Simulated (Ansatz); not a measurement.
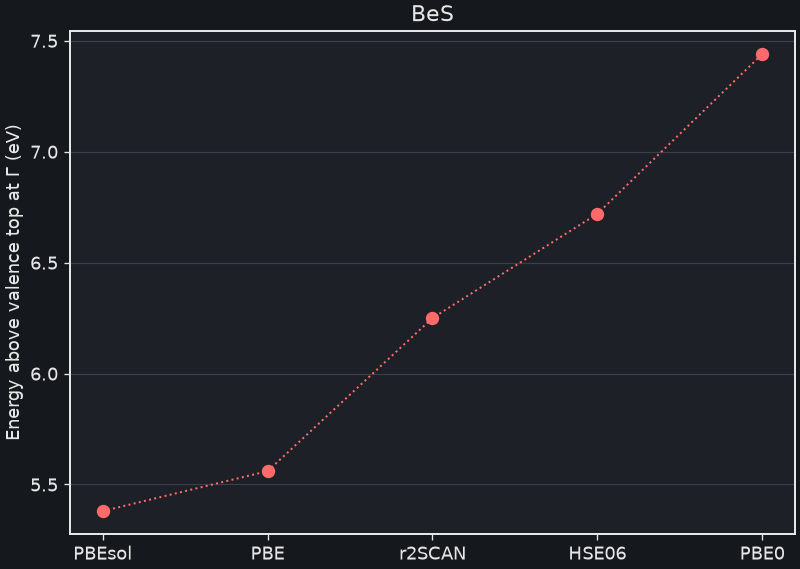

Lowest conduction level at Γ, counted from the valence-band top at Γ, by several methods on one cell of zincblende BeS, space group F-43m, 2 atoms in the primitive cell, volume scaled by a factor 1.04; cubic a = 4.914 Å. All runs are without spin-orbit coupling and carry no moments. The smallest gap lies off these points.

Q: How do the methods rank at Γ?

A: From low to high: PBEsol 5.38, PBE 5.56, r2SCAN 6.25, HSE06 6.72, PBE0 7.44 eV.

```
method  program  Γ (eV)
PBEsol   Ansatz    5.38
   PBE   Ansatz    5.56
r2SCAN   Ansatz    6.25
 HSE06   Ansatz    6.72
  PBE0   Ansatz    7.44
```

Settings. PBEsol: Ansatz PAW, 9×9×9 k mesh, 420 eV cutoff, Fermi-Dirac smearing of 0.05 eV (Ansatz 0.2.0). PBE: Ansatz PAW, 9×9×9 k mesh, 420 eV cutoff, Fermi-Dirac smearing of 0.05 eV (Ansatz). r2SCAN: Ansatz PAW, 9×9×9 k mesh, 500 eV cutoff, Fermi-Dirac smearing of 0.05 eV (Ansatz). HSE06: Ansatz PAW, 6×6×6 k mesh, 420 eV cutoff, Fermi-Dirac smearing of 0.05 eV (Ansatz 0.2.0). PBE0: Ansatz PAW, 5×5×5 k mesh, 420 eV cutoff, Gaussian smearing of 0.1 eV (Ansatz 0.2.0).

These are five of the 7 methods that were run on this cell. PBEsol, r2SCAN, HSE06 and PBE0: the PAW data sets were made with another functional. LDA, GGA and most meta-GGA functionals understate gaps. PBE0: the k mesh is coarse, so the values aren't converged, least of all with exact exchange. Over all k points computed the smallest gap is 3.10 eV in PBEsol, 3.28 eV in PBE, 3.74 eV in r2SCAN, 4.15 eV in HSE06 and 5.17 eV in PBE0, and such a mesh can miss a smaller one.
